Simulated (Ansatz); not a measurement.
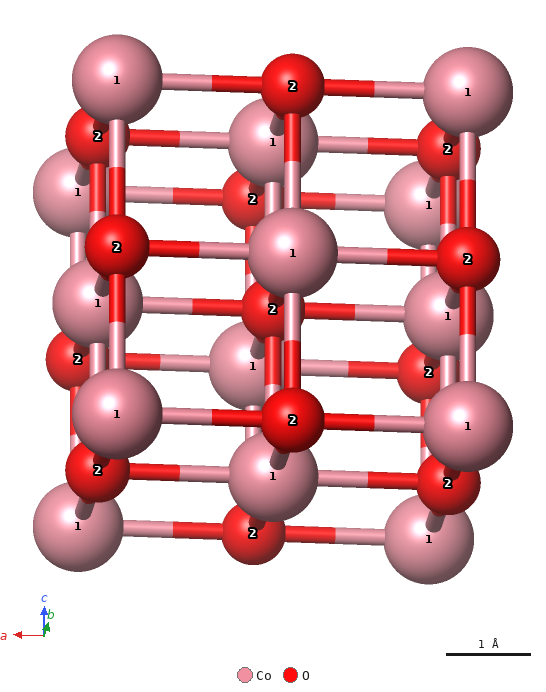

Reference structure: a crystal of CoO (set up in Fm-3m). A ball-and-stick model of the conventional cell (4 times the calculation's cell), seen from a free direction. Lengths and directions refer to the drawn axes.

These are results of DFT PBE, scalar-relativistic, plane waves, PAW in Ansatz 0.2.0, not measurements. Set-up: plane-wave cutoff 420 eV; k-point mesh 16 × 16 × 16; occupations gaussian; smearing width 0.1 eV; collinear spin.

Now this is done to it. All lengths are scaled by −2.0 % (volume −6.0 %), the atoms keeping their fractional coordinates. No relaxation follows.

### What does the calculation give for the changed structure?

Among the bonded contacts that change: Co–O 2.124 → 2.081 Å. The space group stays Fm-3m (No. 225). Energy change: +18.7 meV per atom. Pressure: 0.0 GPa before, 10.6 GPa after. All forces vanish by symmetry. The absolute magnetisation per cell goes from 2.95 to 2.68 μB (net moment 2.93 and 2.66 μB).

The changed structure in the same view:

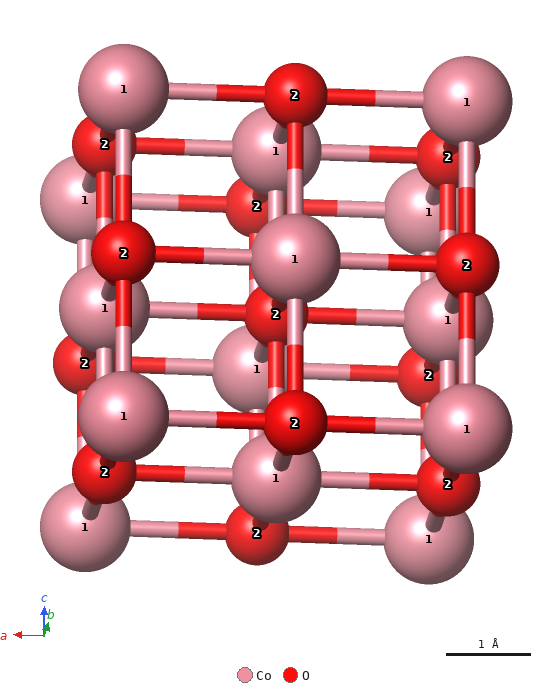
